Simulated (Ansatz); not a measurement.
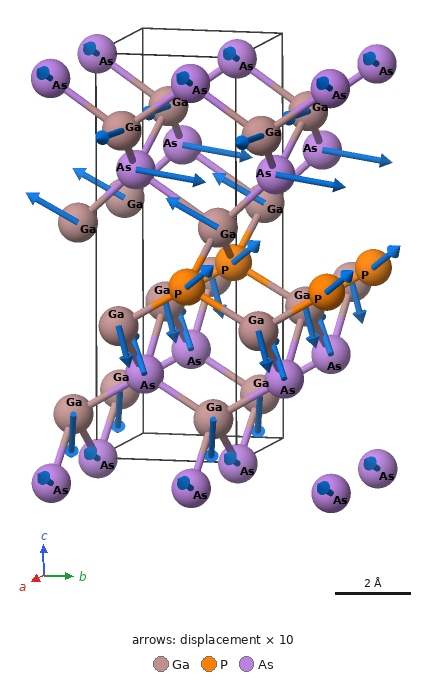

A relaxation of crystalline Ga4As3P (a generated structure, set up in P1) (coarse preliminary run). The starting structure is drawn; blue arrows show the displacements (the part carried along by the change of the cell is left out), magnified 10 times.

A ball-and-stick model of the cell of the calculation, repeated 2 × 2 × 1 with one cell outlined, seen slightly off an axis.

Level of theory: DFT PBE, scalar-relativistic, plane waves, PAW in Ansatz 0.2.0.

Input
```yaml
crystal:
  lattice:
    - [3.9745895884, -0.0323786377, 0.0118841197]
    - [-0.0323786377, 3.9404046445, 0.0358469003]
    - [0.0336259531, 0.101428311, 11.0621959263]
  atoms:
    - { symbol: Ga, position: [0.4932460841, 1.0342268648, 0.6110378816] }
    - { symbol: Ga, position: [-0.0420019281, 0.5034953534, 0.8721674598] }
    - { symbol: Ga, position: [0.5339979012, 1.0132368862, 0.1403412637] }
    - { symbol: Ga, position: [1.0040614677, 0.4940360242, 0.3922742235] }
    - { symbol: P, position: [-0.0108075106, -0.0226211392, 0.4936440954] }
    - { symbol: As, position: [-0.0160461937, 0.0042687132, -0.0032773417] }
    - { symbol: As, position: [0.5252772166, 0.5185744855, 0.2452711504] }
    - { symbol: As, position: [0.5122729627, 0.4547828119, 0.7485412673] }
basis:
  ecutwfc: 420
kpoints:
  mp_grid: { grid: [4, 4, 2] }
hamiltonian:
  xc: pbe
scf:
  occupations: { method: gaussian, width: 0.1 }
  lower_state_search: "off"
output:
  forces: true
  stress: true
  eigenvalues: true
relax:
  adjacent_minimum: "off"
  f_tol: 0.025
  max_steps: 60
  cell: { stress_tol: 0.25 }
```

Run as
```bash
ansatz run input.yaml --threads 1 --pin off --max-ram 2560MiB --backend cpu --events-out ev --progress --plain --runs-dir out
```

Describe the change and its energy.

Answer. Over 4 accepted moves (5 points after the start) the energy falls by 182 meV per atom. The largest force component goes from 2.6 to 0.0032 eV/Å. Pressure: 6.55 GPa at the start and 0.01 GPa at the end. At 1 point the geometry stayed and the basis and grid were re-selected for the new cell (energy shift of 0.3 meV per atom at most each time). Ga3 moves most relative to the cell: 0.21 Å along [−3 −1 −1]. Largest moves by element: Ga 0.21 Å, As 0.19 Å, P 0.12 Å. Cell: a 3.975 → 4.041 Å (+1.7 %), b 3.941 → 4.042 Å (+2.6 %), c 11.063 → 11.248 Å (+1.7 %), α 89.0° → 90.0°, β 89.7° → 90.0°, γ 90.9° → 90.0°. Volume +6.1 %. Near-neighbour distances that change, for instance: Ga1–As8 2.723 → 2.476 Å, Ga3–As6 2.710 → 2.477 Å, Ga2–As8 2.252 → 2.476 Å, Ga1–As8 (another image) 2.271 → 2.477 Å. Among the angles between lasting bonds that change: Ga1–As8–Ga2 119.9° → 109.5°, Ga3–As7–Ga3 119.0° → 109.4°, As7–Ga3–As7 119.0° → 109.4°. The space group (tolerance 0.01 Å) goes from P1 (No. 1) to P-4m2 (No. 115). Cost: 40 s on 1 thread of AMD EPYC 9R45 96-Core Processor (Zen 5), with other jobs on the host, peak memory 0.57 GiB.
